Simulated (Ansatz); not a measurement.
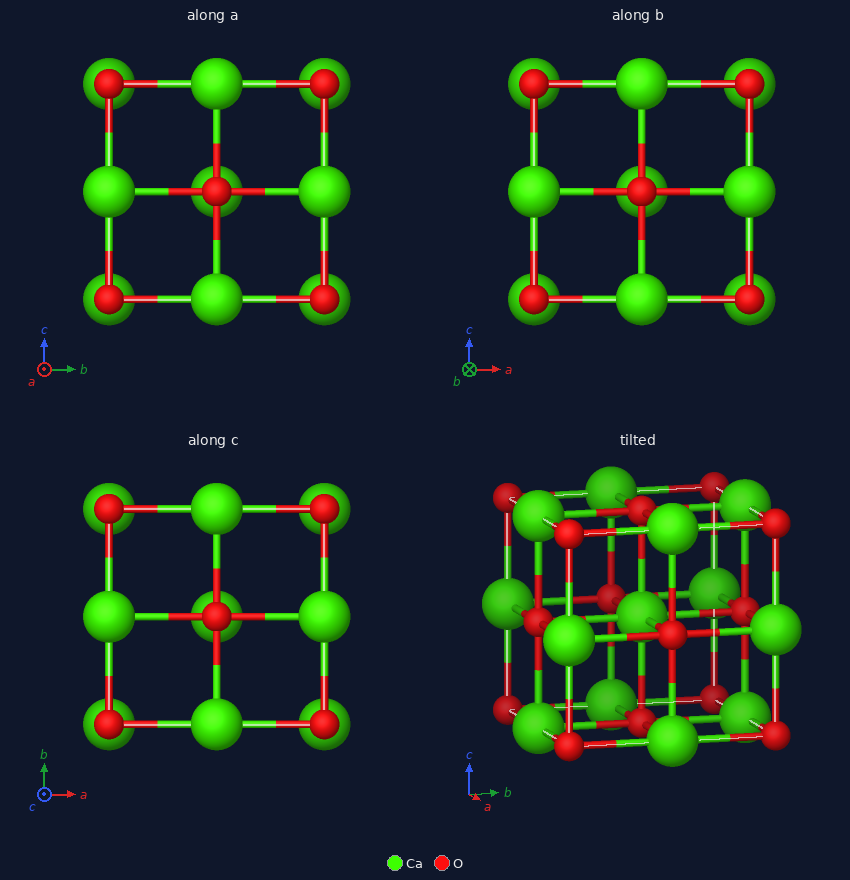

Crystal structure, ball-and-stick style, seen along the a axis, along the b axis, along the c axis and slightly off an axis. The box is the conventional unit cell; atoms on or close to its faces, edges and corners are drawn wherever they repeat.

Lattice parameters: a = 4.767 Å, b = 4.767 Å, c = 4.767 Å, α = 90.00°, β = 90.00°, γ = 90.00°. Put a along x and b in the xy plane.

Question: Record the structure as a POSCAR file.

Answer:
```
Ca O
1.0
     4.767    0.000    0.000
     0.000    4.767    0.000
     0.000    0.000    4.767
Ca O
4 4
Direct
  0.5000 0.0000 0.0000
  0.5000 0.5000 0.5000
  0.0000 0.0000 0.5000
  0.0000 0.5000 0.0000
  0.0000 0.0000 0.0000
  0.0000 0.5000 0.5000
  0.5000 0.0000 0.5000
  0.5000 0.5000 0.0000
```

Origin of the cell: a structure type known for this compound. The cell was then strained or its atoms displaced on purpose. It was the input of a calculation with Ansatz.
